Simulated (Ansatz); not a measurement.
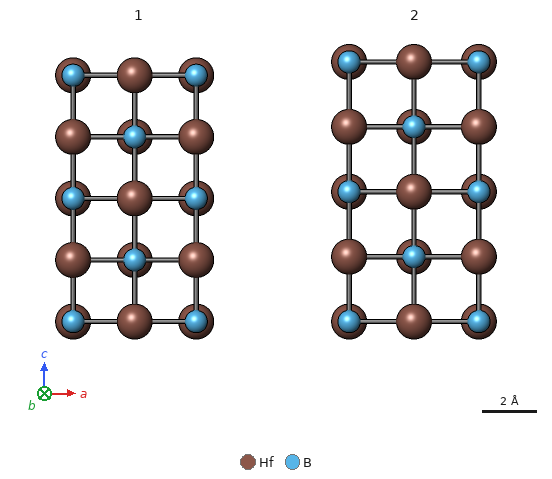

Two geometries of solid HfB (set up in Fm-3m), drawn at one scale. One is the start of a relaxation, the other its converged end. The picture is a ball-and-stick view of the conventional cell (4 times the calculation's cell), repeated 1 × 1 × 2 with one cell outlined, seen along the b axis. Lengths and directions refer to the drawn axes.

The calculation used Kohn-Sham DFT of a periodic cell, r2SCAN, DFT+U, Ansatz PAW (Ansatz 0.2.0). Settings: plane-wave cutoff 500 eV; k-point mesh 10 × 10 × 10; occupations fermi-dirac; smearing width 0.05 eV; no spin polarisation; U = 3 eV on Hf d; cell and atoms relaxed; force threshold 0.01 eV/Å; at most 40 steps.

Q: Which geometry has the lower energy?

A: Structure 2 is the relaxed one. The run lets cell and atoms move. The energy falls by 203 meV per atom in 4 accepted moves (6 points after the start). All forces vanish by symmetry, so only the cell relaxes. The pressure goes from 34.86 to 0.00 GPa. At 2 points the geometry stayed and the basis and grid were re-selected for the new cell (energy shift of 0.5 meV per atom at most each time). The atoms keep their places relative to the cell (all moves are under 0.005 Å). Cell: a = b = c 4.620 → 4.871 Å (+5.4 %). Volume +17.2 %. Some distances before and after: Hf–Hf 3.267 → 3.445 Å, B–Hf 2.310 → 2.436 Å. The space group stays Fm-3m (No. 225).
